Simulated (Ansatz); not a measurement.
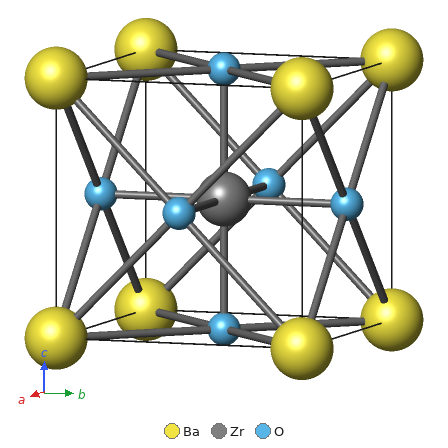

System: BaZrO₃, space group Pm-3m (No. 221). The picture shows the cell.

The given structure:
```xyz
5
Lattice="4.1913 0.0000 0.0000 0.0000 4.1913 0.0000 0.0000 0.0000 4.1913" Properties=species:S:1:pos:R:3 pbc="T T T"
Ba    0.0000    0.0000    0.0000
Zr    2.0957    2.0957    2.0957
O     2.0957    2.0957    0.0000
O     2.0957    0.0000    2.0957
O     0.0000    2.0957    2.0957
```

Method: Born effective charges by linear response at the zone centre, in units of the proton charge, Cartesian axes of the given cell; plane-wave DFT, no spin polarisation (Ansatz 0.2.0). Level: PBE.

- k mesh: 6×6×6
- occupations: fixed
- potentials: Ansatz PAW
- wave cutoff: 420 eV
- density cutoff: 1680 eV
- program settings: xc grid level 2, xc grid task dfpt_response

Predict the mean Born effective charge of each atom. The cases: Ba; Zr; O 1; O 2; O 3.

The largest in size is that of Zr, 6.10 e, and the charges add up to 0.00 e. O 1, O 2 and O 3 are equally anisotropic; for O 1: its diagonal components run from −4.82 to −2.02 e.

```
atom  mean Born effective charge (e)  Born charge xx (e)  Born charge zz (e)
  Ba                           2.753               2.753               2.753
  Zr                           6.104               6.104               6.104
 O 1                          -2.952              -2.016              -4.824
 O 2                          -2.952              -2.016              -2.016
 O 3                          -2.952              -4.824              -2.016
```

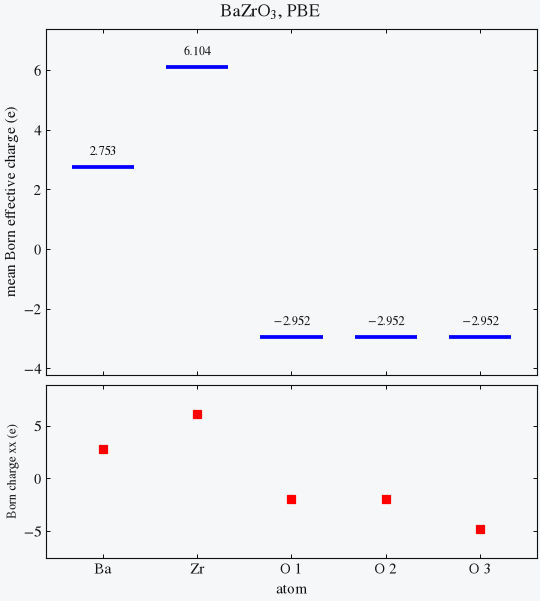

Note: spin-orbit coupling left out, heavy elements.
